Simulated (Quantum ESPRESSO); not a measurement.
**Energy of KBr along an even scaling of the cell**

System: KBr (Pm-3m, 2 atoms in the cell).
Method: Kohn-Sham DFT of a periodic cell, PBE, SSSP 1.3 efficiency PBE, no spin polarisation (Quantum ESPRESSO 7.5).

The 7 runs differ only in the geometry, by an even scaling of the cell at fixed fractional positions. The structure derives from a Materials Project entry.

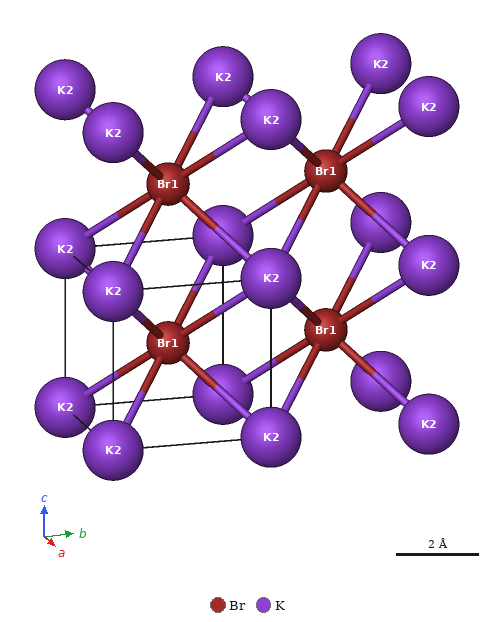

Figure 1. The structure of run 4 (ball-and-stick view of the cell of the calculation, repeated 1 × 2 × 2, seen slightly off an axis; atoms are numbered from 1 in the order of the input).

**Input of run 4**
```
&CONTROL
  calculation = 'scf'
  prefix = 'pwscf'
  outdir = './tmp'
  pseudo_dir = './pseudo'
  tprnfor = .true.
  tstress = .true.
  disk_io = 'nowf'
/
&SYSTEM
  ibrav = 0
  nat = 2
  ntyp = 2
  ecutwfc = 60
  ecutrho = 480
  nbnd = 14
  occupations = 'smearing'
  smearing = 'fd'
  degauss = 0.00367493
/
&ELECTRONS
  conv_thr = 4d-10
  electron_maxstep = 120
  mixing_beta = 0.5
/
ATOMIC_SPECIES
Br    79.9040 br_pbe_v1.4.uspp.F.UPF
K     39.0983 K.pbe-spn-kjpaw_psl.1.0.0.UPF
CELL_PARAMETERS angstrom
   4.0434990000    0.0000000000    0.0000000000
   0.0000000000    4.0434990000    0.0000000000
   0.0000000000    0.0000000000    4.0434990000
ATOMIC_POSITIONS crystal
Br     0.5000000000    0.5000000000    0.5000000000
K      0.0000000000    0.0000000000    0.0000000000
K_POINTS automatic
7 7 7 0 0 0
```

Command:
```bash
OMP_NUM_THREADS=1 pw.x -in pw.in > pw.out
```

Run 5 differs from it as follows:
```diff
-   4.0434990000    0.0000000000    0.0000000000
-   0.0000000000    4.0434990000    0.0000000000
-   0.0000000000    0.0000000000    4.0434990000
+   4.0702779195    0.0000000000    0.0000000000
+   0.0000000000    4.0702779195    0.0000000000
+   0.0000000000    0.0000000000    4.0702779195
```

**Results, with one run withheld**

| run | volume per atom (Å³) | free energy per atom, from the lowest run given (meV) | pressure (GPa) | gap on the mesh (eV) |
| --- | --- | --- | --- | --- |
| 1 | 31.072 | 5.75 | 1.03 | 4.09 |
| 2 | 31.733 | 2.28 | 0.61 | 4.02 |
| 3 | 32.394 | 0.42 | 0.25 | 3.95 |
| 4 | 33.055 | 0.00 | −0.08 | 3.89 |
| 5 | 33.716 | ? | ? | ? |
| 6 | 34.378 | 2.82 | −0.63 | 3.77 |
| 7 | 35.039 | 5.80 | −0.86 | 3.72 |

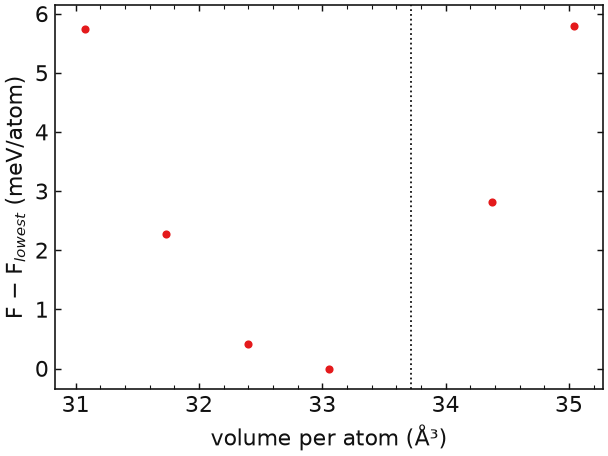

Figure 2. Free energy per atom of the runs given; the dotted line marks run 5.

What should run 5 give?

A cubic polynomial in V^(−2/3) (the Birch–Murnaghan form), fitted to the 6 runs given, misses them by under 0.01 meV per atom. With x = V^(−2/3) − 0.09740 Å⁻², it reads F = −0.022482 + 54.74 x + 3.8297e+05 x² + 1.8278e+06 x³ (meV per atom). At run 5 it gives 0.84 meV per atom, and the run itself gives 0.84. The slope of the fit gives a pressure −dF/dV of −0.35 GPa there, and the run prints −0.37 GPa. The fit has its minimum at 32.934 Å³ per atom, where V d²F/dV² gives 15.7 GPa: the bulk modulus at this level, since symmetry fixes the shape and the positions. The gap on the mesh goes, without turning, from 4.09 eV in run 1 to 3.72 eV in run 7; run 5 has 3.83 eV. These are gaps of this functional on this mesh, which can miss the band edges; they aren't the measured gap.

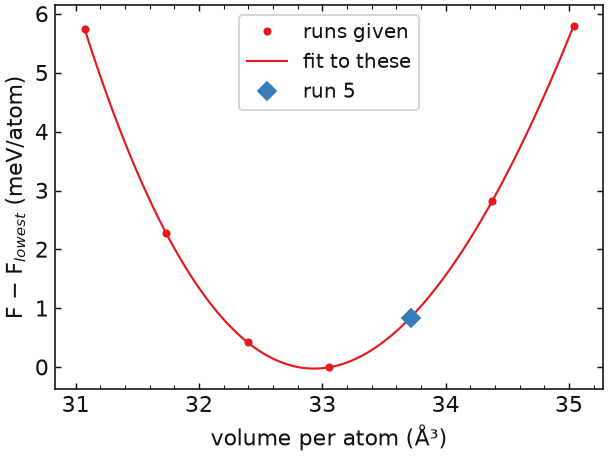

Figure 3. The fit and the withheld run.

**Some lines of the output (run 5)**
```
[...]
     unit-cell volume          =     455.0601 (a.u.)^3
     number of k points=    20  Fermi-Dirac smearing, width (Ry)=  0.0037
     total energy              =    -160.09827659 Ry
     total energy              =    -160.10711676 Ry
     total energy              =    -160.10734228 Ry
     total energy              =    -160.10738916 Ry
     total energy              =    -160.10739173 Ry
     total energy              =    -160.10739202 Ry
     total energy              =    -160.10739203 Ry
     the Fermi energy is     4.3687 ev
!    total energy              =    -160.10739203 Ry
     The total energy is F=E-TS. E is the sum of the following terms:
     Computing stress (Cartesian axis) and pressure
          total   stress  (Ry/bohr**3)                   (kbar)     P=       -3.68
```
